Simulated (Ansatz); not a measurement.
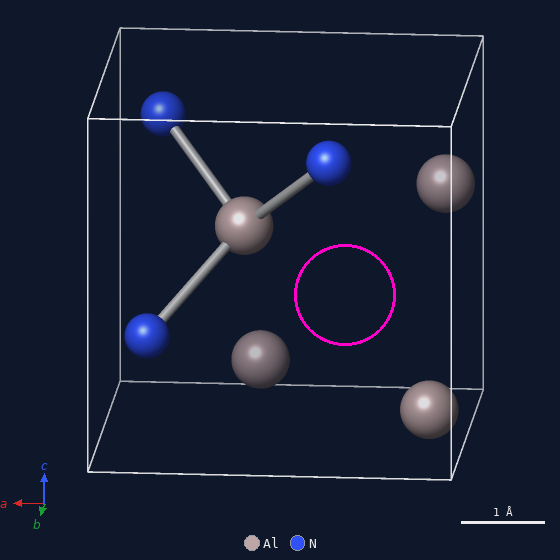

View from a general direction, drawn as a ball-and-stick model. Thin lines show the supercell, with boundary atoms drawn in all their periodic places. The host is AlN, in a cell of 8 sites, and the cell carries a charge of +1. A ring marks the defect's site.

Question: How does this supercell depart from the perfect host?

Answer: A nitrogen vacancy. Around the empty site lie four Al at about 1.9 Å.

The atoms were relaxed in the host's cell with Ansatz 0.2.0, DFT PBE, scalar-relativistic, plane waves, PAW.
